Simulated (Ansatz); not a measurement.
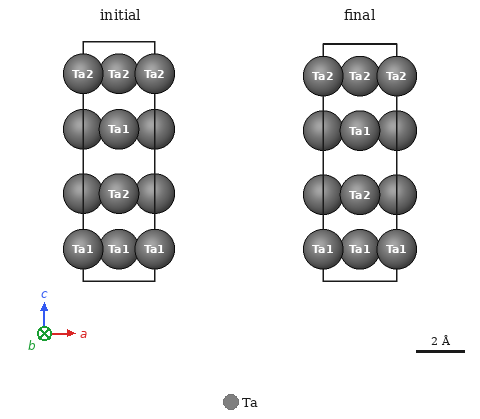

The structure of solid Ta (built on the alpha-gallium_64 type) before (left) and after (right) a relaxation, at one scale.

Style: spheres-only. Shown: the conventional cell (4 times the calculation's cell), along the b axis. Lengths and directions refer to the drawn axes.

Case: alpha-gallium type (Cmce, No. 64).

The calculation used Ansatz, DFT PBEsol, scalar-relativistic, plane waves, PAW. Set-up: plane-wave cutoff 420 eV; k-point mesh 22 × 22 × 22; occupations gaussian; smearing width 0.1 eV; no spin polarisation; cell and atoms relaxed; force threshold 0.01 eV/Å; at most 80 steps.

**Describe what moved and what it gained.**

The largest moves relative to the cell, 0.009 Å, are those of Ta1 and Ta2. Ta1 goes along +c. Cell: a 3.026 → 3.111 Å (+2.8 %), b 4.815 → 4.731 Å (−1.7 %), c 10.137 → 10.032 Å (−1.0 %). Volume −0.1 %. Near-neighbour distances that change, for instance: Ta1–Ta1 3.026 → 3.111 Å, Ta1–Ta2 3.363 → 3.303 Å, Ta1–Ta2 (another image) 2.794 → 2.781 Å, Ta1–Ta1 (another image) 2.843 → 2.831 Å. The space group stays Fmmm (No. 69). After 3 accepted moves (5 points after the start) the energy has fallen by 4.3 meV per atom. The largest force component goes from 0.0088 to 0.00097 eV/Å. Pressure: 0.05 GPa at the start and 0.01 GPa at the end. The line search rejected the trial step at point 2 of the run. The SCF was repeated once at an unchanged geometry on a basis and grid sized afresh for the cell, which shifted the energy by 0.1 meV per atom at most. The run took about 6 core-minutes on a shared host.
